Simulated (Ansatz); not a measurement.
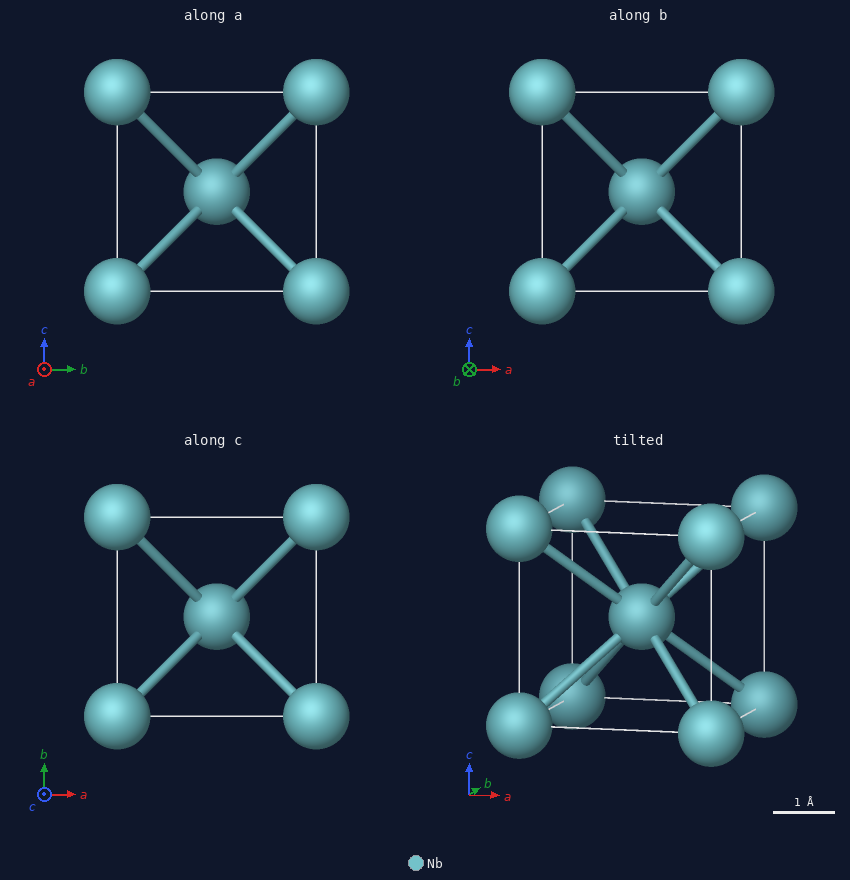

The figure gives a ball-and-stick picture of the atoms, viewed along the a axis, along the b axis, along the c axis and slightly off an axis. The wireframe shows the conventional unit cell.

Lattice parameters: a = 3.2876 Å, b = 3.2876 Å, c = 3.2876 Å, α = 90.000°, β = 90.000°, γ = 90.000°.

Q: From the views, write a CIF with its space group and independent sites.

A:
```cif
data_structure
_symmetry_space_group_name_H-M 'I m -3 m'
_symmetry_Int_Tables_number 229
_cell_length_a 3.2876
_cell_length_b 3.2876
_cell_length_c 3.2876
_cell_angle_alpha 90.000
_cell_angle_beta 90.000
_cell_angle_gamma 90.000
_cell_volume 35.53
loop_
_atom_site_label
_atom_site_type_symbol
_atom_site_symmetry_multiplicity
_atom_site_Wyckoff_symbol
_atom_site_fract_x
_atom_site_fract_y
_atom_site_fract_z
_atom_site_occupancy
Nb1 Nb 2 a 0.0000 0.0000 0.0000 1
```

It derives from a structure type filled with this element by a generator (whether the element takes this form wasn't checked). The cell was then strained or its atoms displaced on purpose. A calculation with Ansatz used it as input.
